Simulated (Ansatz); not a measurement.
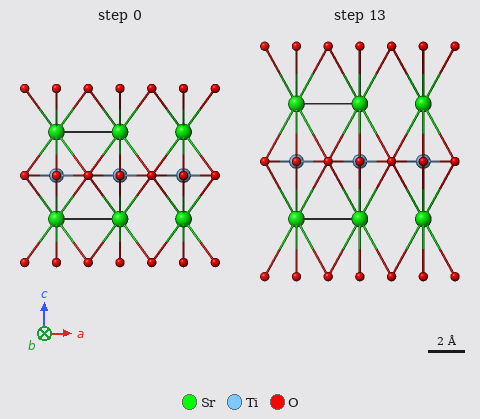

The structure of crystalline SrTiO₃ (a generated structure, set up in P6/mmm) (coarse preliminary run) before (left) and after (right) a relaxation, at one scale.

The picture is a ball-and-stick view of the cell of the calculation, repeated 2 × 1 × 1 with one cell outlined, seen along the b axis.

Method: DFT PBE, scalar-relativistic, plane waves, PAW (Ansatz 0.2.0). (plane-wave cutoff 420 eV; k-point mesh 6 × 6 × 4; occupations gaussian; smearing width 0.1 eV; collinear spin; cell and atoms relaxed; force threshold 0.04 eV/Å; at most 70 steps)

What changed between the two?

Answer. No atom moves by more than 0.005 Å relative to the cell. Cell: a = b 4.154 → 4.147 Å (−0.2 %), c 4.930 → 6.523 Å (+32.3 %). Volume +31.8 %. Some distances before and after: Sr–Ti 2.465 → 3.262 Å, O–Sr 3.224 → 3.865 Å. The space group stays P6/mmm (No. 191). The energy falls by 319 meV per atom in 10 accepted moves (13 points after the start). All forces vanish by symmetry, so only the cell relaxes. Pressure: 15.11 GPa at the start and 0.04 GPa at the end. At 3 points the geometry stayed and the basis and grid were re-selected for the new cell (energy shift of 47.5 meV per atom at most each time). The program noted that the starting moments weren't kept. The run may lie on a higher electronic state than the lowest, so the end point isn't shown to be the ground-state structure. The run took 2.9 min on 1 thread of Intel(R) Xeon(R) Processor @ 2.70GHz, with other jobs on the host, peak memory 0.46 GiB.
